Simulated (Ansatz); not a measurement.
# Single-point calculation of HfSiO4 (part 1 of 2)

HfSiO4 (I4₁/amd, 36 atoms in the cell), computed with DFT PBE, scalar-relativistic, plane waves, PAW, no spin polarisation (Ansatz 0.2.0).

The structure derives from a Materials Project entry. It belongs to a series of runs on one base structure; here: the perfect crystal in a cell of 36 atoms. Figures and captions count atoms from 1; the log counts them from 0 in places.

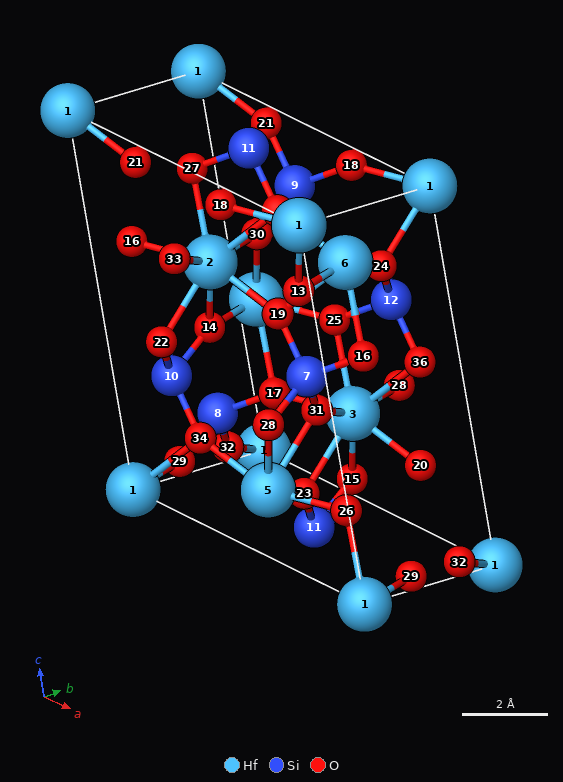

*The structure (ball-and-stick view of the cell of the calculation, seen slightly off an axis; atoms are numbered from 1 in the order of the input).*

## Results in brief

- outcome: converged
- space group (tolerance 0.01 Å): I4₁/amd (141)
- electrons treated: 324
- free energy: −111815.1905 eV
- Fermi energy: 12.291 eV
- gap on the k-point mesh: 5.32 eV
- pressure: −0.01 GPa
- largest force (length of the vector): 0.017 eV/Å
- hardware: 8 threads of Arm Neoverse V2, 24 GiB of memory available, shared host
- wall time: 3.3 s (CPU time 21 s)
- peak memory: 1.6 GiB

## Notes

Spin–orbit coupling is left out, which matters for Hf.

## Input
```yaml
crystal:
  lattice:
    - [6.6449050361, 0.0, 0.0]
    - [0.0, -6.6449050361, 0.0]
    - [-3.322452518, 3.322452518, -9.0224219457]
  atoms:
    - { symbol: Hf, position: [0.0, 1.0, 0.0] }
    - { symbol: Hf, position: [0.3333333333, 0.3333333333, 0.6666666667] }
    - { symbol: Hf, position: [0.6666666667, 0.6666666667, 0.3333333333] }
    - { symbol: Hf, position: [0.25, 0.75, 0.5] }
    - { symbol: Hf, position: [0.5833333333, 0.0833333333, 0.1666666667] }
    - { symbol: Hf, position: [0.9166666667, 0.4166666667, 0.8333333333] }
    - { symbol: Si, position: [0.75, 0.25, 0.5] }
    - { symbol: Si, position: [0.0833333333, 0.5833333333, 0.1666666667] }
    - { symbol: Si, position: [0.4166666667, 0.9166666667, 0.8333333333] }
    - { symbol: Si, position: [0.1666666667, 0.1666666667, 0.3333333333] }
    - { symbol: Si, position: [0.5, 0.5, 1.0] }
    - { symbol: Si, position: [0.8333333333, 0.8333333333, 0.6666666667] }
    - { symbol: O, position: [0.8936870352, 0.0778960995, 0.7873740704] }
    - { symbol: O, position: [0.2270203685, 0.4112294328, 0.4540407371] }
    - { symbol: O, position: [0.5603537019, 0.7445627661, 0.1207074037] }
    - { symbol: O, position: [0.9945627661, 0.3103537019, 0.6207074037] }
    - { symbol: O, position: [0.3278960995, 0.6436870352, 0.2873740704] }
    - { symbol: O, position: [0.6612294328, 0.9770203685, 0.9540407371] }
    - { symbol: O, position: [0.6261446376, 0.3103537019, 0.6207074037] }
    - { symbol: O, position: [0.9594779709, 0.6436870352, 0.2873740704] }
    - { symbol: O, position: [0.2928113043, 0.9770203685, 0.9540407371] }
    - { symbol: O, position: [0.2270203685, 0.0428113043, 0.4540407371] }
    - { symbol: O, position: [0.5603537019, 0.3761446376, 0.1207074037] }
    - { symbol: O, position: [0.8936870352, 0.7094779709, 0.7873740704] }
    - { symbol: O, position: [0.5887705672, 0.7729796315, 0.5459592629] }
    - { symbol: O, position: [0.9221039005, 0.1063129648, 0.2126259296] }
    - { symbol: O, position: [0.2554372339, 0.4396462981, 0.8792925963] }
    - { symbol: O, position: [0.6896462981, 0.0054372339, 0.3792925963] }
    - { symbol: O, position: [0.0229796315, 0.3387705672, 0.0459592629] }
    - { symbol: O, position: [0.3563129648, 0.6721039005, 0.7126259296] }
    - { symbol: O, position: [0.6896462981, 0.3738553624, 0.3792925963] }
    - { symbol: O, position: [0.0229796315, 0.7071886957, 0.0459592629] }
    - { symbol: O, position: [0.3563129648, 0.0405220291, 0.7126259296] }
    - { symbol: O, position: [0.2905220291, 0.1063129648, 0.2126259296] }
    - { symbol: O, position: [0.6238553624, 0.4396462981, 0.8792925963] }
    - { symbol: O, position: [0.9571886957, 0.7729796315, 0.5459592629] }
basis:
  ecutwfc: 420
  xc_grid: 2
kpoints:
  mp_grid: { grid: [2, 2, 2], shift: [0.0, 0.0, 0.0] }
hamiltonian:
  xc: pbe
scf:
  occupations: { method: gaussian, width: 0.02 }
output:
  forces: true
  stress: true
  eigenvalues: true
```

Launched with:
```bash
ansatz run input.yaml --threads 8 --pin off --max-ram 16384MiB --backend cpu --events-out ev --progress --plain --runs-dir out
```

## The program's output
```
Engine: ansatz 0.2.0, aarch64-unknown-linux-gnu
Pseudopotentials: kind: paw
Pseudopotential: Hf, paw, valence charge 26, recommended cutoff 420 eV (normal), Hf.paw.azcp
Pseudopotential: Si, paw, valence charge 4, recommended cutoff 420 eV (normal), Si.paw.azcp
Pseudopotential: O, paw, valence charge 6, recommended cutoff 420 eV (normal), O.paw.azcp
Functional definition: PBE
  parameter kappa = 0.804
  parameter beta = 0.06672455060314922
  exchange = pbe_x(kappa = kappa, mu = beta*pi^2/3)
  correlation = pbe_c(beta = beta)
Crystal: 36 atoms, lattice volume = 398.383 Å³
Basis set: ecut = 420 eV, 7671 PW (Γ), exchange–correlation on 90×90×144 points (8 copies of the dense FFT grid, shifted against one another)
Bands: 198, of which v1, the nominal top of the filled ones, is band 162 counted from 1 (161 counted from 0)
Symmetry: 48 space group operations
Space group: I41/amd (ITA 141), of the structure as read, at distance tolerance 7.4e-5 Å
k-points: 4 of 8
Non-local potential: Hf, projectors of the file, l = 0: 3, l = 1: 2, l = 2: 2, l = 3: 3
Non-local potential: Si, projectors of the file, l = 0: 2, l = 1: 2, l = 2: 2
Non-local potential: O, projectors of the file, l = 0: 2, l = 1: 2, l = 2: 1
PAW form: soft (Blöchl's): semilocal exchange-correlation on the pseudo side does not see the compensation charge
PAW one-centre angular grid: Hf, 590 points (default); XC on 64 Gauss nodes
PAW one-centre angular grid: Si, 110 points (default); XC on 64 Gauss nodes
PAW one-centre angular grid: O, 110 points (default); XC on 64 Gauss nodes
Initial density: superposition of atomic densities (neutral atoms: chi_scale 0, normalization atom), corrected by the library's trained network
Initial wavefunctions: pseudopotential atomic-orbital guess
Functional: x = pbe(κ = 0.804, μ = 0.2195149727645171), c = pbe(β = 0.06672455060314922)
SCF iter   1: F=—  HF=-111815.181924 eV  |F-HF|=—  |Δ(HF+E_count)|=         —  Δρ=1.96e-3  dr2=8.55e-3  ethr=1.77e-3  ⟨swp⟩=5.8  Hψ=3038  notcnv=0  defer=31
preconditioner: auto → Resta (q_TF=auto, 2.636 Å⁻¹)  ε∞=4.5  [insulator: Δε(μ)=5.303 eV  Ē_g=17.482 eV  σ=0.020 eV  W_gap=1.00  n_scr=118 (ndim 8)  ℏωp=32.9 eV  f_vac=0.051  D(μ)=0.00/eV (n_scr^D=0)  ε∞_Penn≈4.5]
SCF iter   2: F=—  HF=-111815.188326 eV  |F-HF|=—  |Δ(HF+E_count)|=   6.40e-3  Δρ=1.10e-3  dr2=2.28e-3  ethr=2.64e-6  ⟨swp⟩=2.0  Hψ=1555  notcnv=0  defer=115
SCF iter   3: F=—  HF=-111815.190968 eV  |F-HF|=—  |Δ(HF+E_count)|=   2.64e-3  Δρ=2.55e-4  dr2=3.30e-4  ethr=7.02e-7  ⟨swp⟩=2.0  Hψ=1289  notcnv=0  defer=71
automatic band count: iteration 3 solves 187 bands in place of 198: the levels show a gap, and the empty bands left out lie too high to hold charge; the band table lists the bands solved (type scf.n_extra_bands for more)
SCF iter   4: F=—  HF=-111815.191034 eV  |F-HF|=—  |Δ(HF+E_count)|=   6.68e-5  Δρ=1.06e-4  dr2=5.83e-5  ethr=1.02e-7  ⟨swp⟩=2.0  Hψ=1285  notcnv=0  defer=71
SCF iter   5: F=—  HF=-111815.190492 eV  |F-HF|=—  |Δ(HF+E_count)|=   5.43e-4  Δρ=4.66e-5  dr2=1.45e-5  ethr=1.80e-8  ⟨swp⟩=2.0  Hψ=1236  notcnv=0  defer=71
SCF iter   6: F=—  HF=-111815.190490 eV  |F-HF|=—  |Δ(HF+E_count)|=   1.24e-6  Δρ=2.56e-5  dr2=2.27e-6  ethr=4.47e-9  ⟨swp⟩=2.0  Hψ=1318  notcnv=0  defer=71
SCF iter   7: F=—  HF=-111815.190491 eV  |F-HF|=—  |Δ(HF+E_count)|=   4.82e-7  Δρ=1.10e-5  dr2=3.79e-7  ethr=7.00e-10  ⟨swp⟩=2.0  Hψ=1225  notcnv=0  defer=71
SCF iter   8: F=-111815.190491 eV  HF=-111815.190491 eV  |F-HF|=1.03e-8  |Δ(HF+E_count)|=   7.32e-8  Δρ=1.85e-6  dr2=1.16e-8  ethr=3.09e-11  ⟨swp⟩=9.2  Hψ=3200  notcnv=0
SCF 1 converged in 8 iterations: F = -111815.190491 eV  dr2 = 1.16e-8
  greatest PAW one-centre occupation: 0.999 electrons in one spin orbital (limit 2), on the Hf atom at site 5 (counted from 0), in its partial waves of l = 0
```

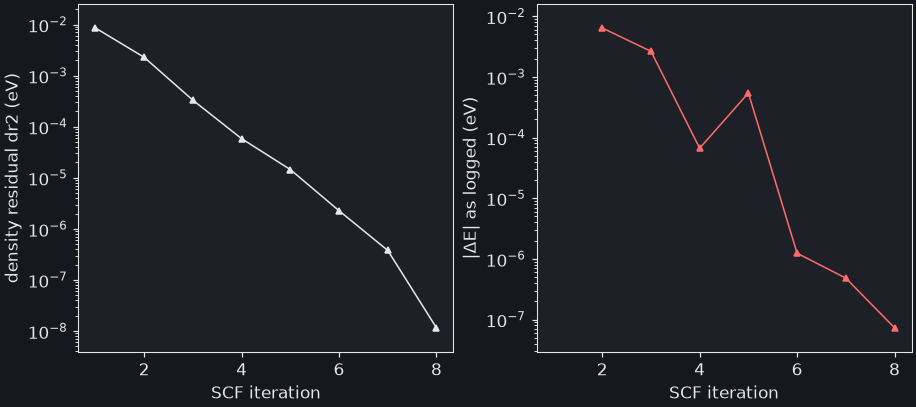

*Convergence of the self-consistent field: density residual dr2 and size of the energy change against the SCF iteration.*

The residual falls at every step.

```
SCF converged after 8 iterations
Free energy (F): -111815.190491 eV
Harris-Foulkes:  -111815.190491 eV  (|F-HF|=1.03e-8)
Internal energy: -111815.190491 eV  (E = F + TS)
E sigma→0 (E₀):  -111815.190491 eV
Fermi energy:    12.291290 eV
--- Per-component energies (eV) ---
  E_band       = -773.021079
  E_kinetic    = 7025.266298
  E_local      = -48359.115809  (includes V_loc(G=0)·N_el)
  E_nonlocal   = -6162.844857
  E_hartree    = 21595.823272
  E_xc         = -3909.408983
  E_vxc        = -4147.922331  (∫ρ·V_xc dr)
  E_paw        = -48438.600130  (= ΣΔE_a)
  E_vpaw       = 7679.900101  (= ΣTr[D̂ρ^β])
  E_aug_tail   = 0.059995  (compensation charges beyond the density's cutoff)
  E_ewald      = -33566.370277
  E_smearing   = -0.000000  (= −TS)
  E_closure    = 0.000000  (closes the sum)
  Σ components = -111815.190491   (vs F -111815.190491, Δ=0.00e0)
--- Forces (eV/Å), atoms counted from 1 ---
  atom   1  Hf    -0.00000000    -0.00000000    -0.00000000
  atom   2  Hf    -0.00000000    -0.00000000    -0.00000000
  atom   3  Hf    -0.00000000    -0.00000000    -0.00000000
  atom   4  Hf     0.00000000     0.00000000     0.00000000
  atom   5  Hf     0.00000000     0.00000000     0.00000000
  atom   6  Hf     0.00000000     0.00000000     0.00000000
  atom   7  Si    -0.00000000    -0.00000000    -0.00000000
  atom   8  Si    -0.00000000    -0.00000000    -0.00000000
  atom   9  Si    -0.00000000    -0.00000000    -0.00000000
  atom  10  Si     0.00000000     0.00000000     0.00000000
  atom  11  Si     0.00000000     0.00000000     0.00000000
  atom  12  Si     0.00000000     0.00000000     0.00000000
  atom  13  O     -0.00000000    -0.00147550     0.01672329
  atom  14  O     -0.00000000    -0.00147550     0.01672329
  atom  15  O     -0.00000000    -0.00147550     0.01672329
  atom  16  O      0.00147550     0.00000000     0.01672329
  atom  17  O      0.00147550     0.00000000     0.01672329
  atom  18  O      0.00147550     0.00000000     0.01672329
  atom  19  O     -0.00147550     0.00000000     0.01672329
  atom  20  O     -0.00147550     0.00000000     0.01672329
  atom  21  O     -0.00147550     0.00000000     0.01672329
  atom  22  O     -0.00000000     0.00147550     0.01672329
  atom  23  O     -0.00000000     0.00147550     0.01672329
  atom  24  O     -0.00000000     0.00147550     0.01672329
  atom  25  O     -0.00147550    -0.00000000    -0.01672329
  atom  26  O     -0.00147550    -0.00000000    -0.01672329
  atom  27  O     -0.00147550    -0.00000000    -0.01672329
  atom  28  O      0.00000000     0.00147550    -0.01672329
  atom  29  O      0.00000000     0.00147550    -0.01672329
  atom  30  O      0.00000000     0.00147550    -0.01672329
  atom  31  O      0.00000000    -0.00147550    -0.01672329
  atom  32  O      0.00000000    -0.00147550    -0.01672329
  atom  33  O      0.00000000    -0.00147550    -0.01672329
  atom  34  O      0.00147550    -0.00000000    -0.01672329
  atom  35  O      0.00147550    -0.00000000    -0.01672329
  atom  36  O      0.00147550    -0.00000000    -0.01672329
  max |Σ_I F_I| component: 6.94e-17 eV/Å
--- Stress (GPa, compression-positive) ---
        0.013384       0.000000       0.000000
        0.000000       0.013384      -0.000000
        0.000000      -0.000000      -0.051670
  P = ⅓ Tr σ = -0.0083 GPa (-0.083 kbar)
--- Band table (eV) ---
```
